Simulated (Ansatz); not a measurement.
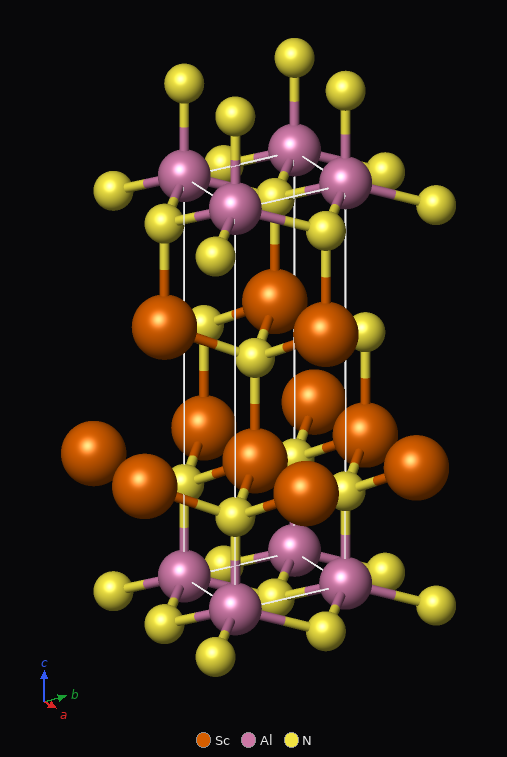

Ball-and-stick drawing of the structure, looking slightly off an axis. The wireframe shows the conventional unit cell. Periodic images bonded to atoms of the box are shown as well. Cell: a = 3.33 Å, b = 3.33 Å, c = 8.28 Å, α = 90.00°, β = 90.00°, γ = 120.00°.

It derives from a structure type filled with these elements by a generator (whether the compound takes this form wasn't checked). Earlier steps of the study may have refined or changed the cell and positions. A calculation with Ansatz used it as input.

> In words:

The compound is Sc2AlN3. Space group P3m1 (No. 156), lattice primitive hexagonal. In the cell are 2 Sc, 1 Al, 3 N, which makes 1 formula unit. Sc bonds to four N in a tetrahedral arrangement at about 2.1 Å. Al sits among four N in a tetrahedral arrangement at about 1.9 to 2.0 Å. N takes three kinds of site: 1b with three Al and one Sc in a distorted tetrahedral arrangement (about 2.0 Å to Al, 2.1 Å to Sc); 1c with four Sc in a tetrahedral arrangement at about 2.1 Å; 1a with three Sc and one Al in a distorted tetrahedral arrangement (about 2.1 Å to Sc, 1.9 Å to Al). The bonds build a three-dimensional framework.

Computational set-up: Ansatz, DFT PBE, scalar-relativistic, plane waves, PAW, plane-wave cutoff 420 eV, 12×12×4 k-points, Gaussian smearing of 0.02 eV, no spin polarisation.

> Is the electronic structure metallic or gapped?

A semiconductor at this level, with a gap of 2.67 eV, indirect.

> How charged are the atoms, by the Bader scheme?

Sc +1.79 e; Al +2.37 e; N -2.24 to -1.78 e.

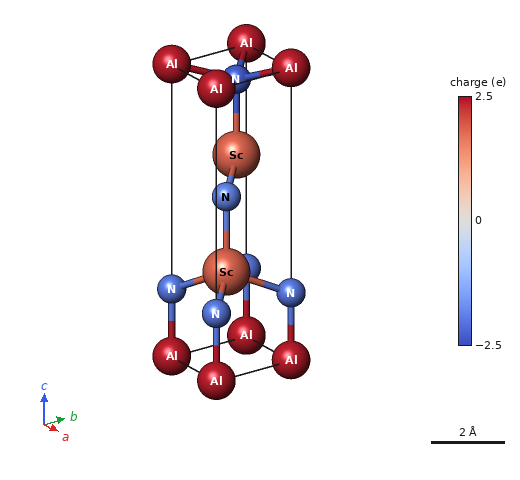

The atoms coloured by those charges. The run's cell of 6 atoms is drawn.

> Does this geometry sit at a stationary point of the energy?

Yes. The largest force is 0.01 eV/Å. The pressure is 0.0 GPa, close to zero.
